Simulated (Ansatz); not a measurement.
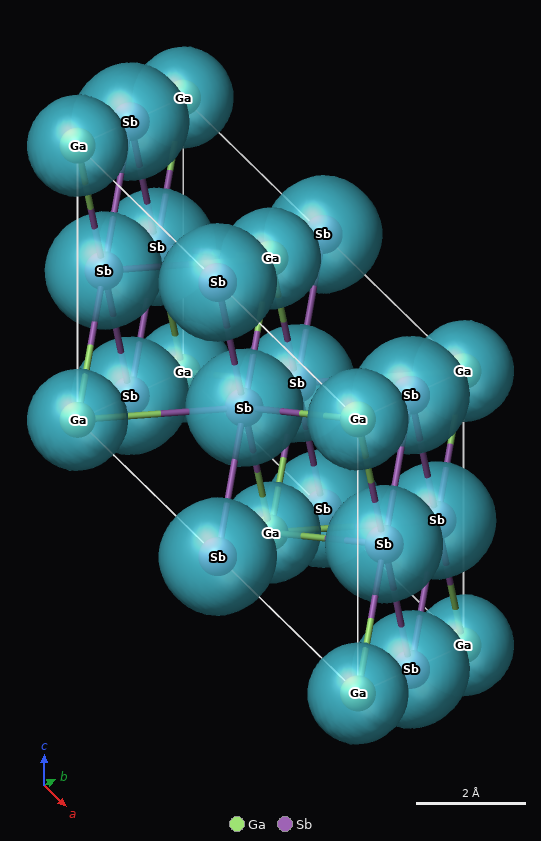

The picture shows: GaSb₃. Isosurface of the valence charge density (pseudo) at 0.4 e/Å³ (cyan), seen slightly off an axis. Sticks mark near contacts.

Space group C2/m; a structure from a database of computed crystals, not necessarily the ambient phase; changed on purpose from its base cell (engineering shear strain xz -0.0533, normal strain along z +0.0367); PAW files of the earlier set (soft_1).

The calculation used DFT PBEsol, scalar-relativistic, plane waves, PAW (Ansatz).

Input file:

```
crystal:
  lattice:
    - [-0.0971837661, 3.6466703981, 3.7805032017]
    - [3.549486632, 0.0, 3.6833194356]
    - [3.6466703981, 3.6466703981, -0.0971837661]
  atoms:
    - { symbol: Ga, position: [0.0, 0.0, 0.0] }
    - { symbol: Sb, position: [0.25, 0.25, 0.25] }
    - { symbol: Sb, position: [0.75, 0.75, 0.75] }
    - { symbol: Sb, position: [0.5, 0.5, 0.5] }
basis:
  ecutwfc: 420
kpoints:
  mp_grid: { grid: [10, 10, 10] }
hamiltonian:
  xc: pbesol
  pseudopotentials: { kind: paw, azcp: { folder: soft_1 } }
scf:
  occupations: { method: gaussian, width: 0.15 }
output:
  forces: true
  stress: true
  eigenvalues: true
  write_density: true
  write_potential: true
  elf: true
  volumetric_format: npy
```

Run with:

```sh
ansatz run input.yaml --threads 2 --pin off --max-ram 4096MiB --backend cpu --events-out ev --progress --plain --runs-dir out
```

Below, planes, directions and counts refer to the conventional cell (a = 7.30 Å, b = 7.29 Å, c = 5.12 Å, α = 90.00°, β = 132.41°, γ = 90.00°).

Question: What does this surface tell about the bonding?

Answer: At this value the density breaks into separate islands; it holds about 75 % of the electrons treated as valence (semicore included). It bridges none of the near contacts. It is pinched off along the shortest Sb–Sb (3.14 Å), Ga–Sb (3.14 Å) and Ga–Sb (3.25 Å) contacts. On the grid the lowest density along these lines, outside the cores, is 0.23 e/Å³ (Sb–Sb, 3.14 Å), 0.17 e/Å³ (Ga–Sb, 3.14 Å) and 0.15 e/Å³ (Ga–Sb, 3.25 Å).

Question: Does the calculation make it a metal, or give it a gap?

Answer: It is gapless in this calculation (a metal or semimetal).
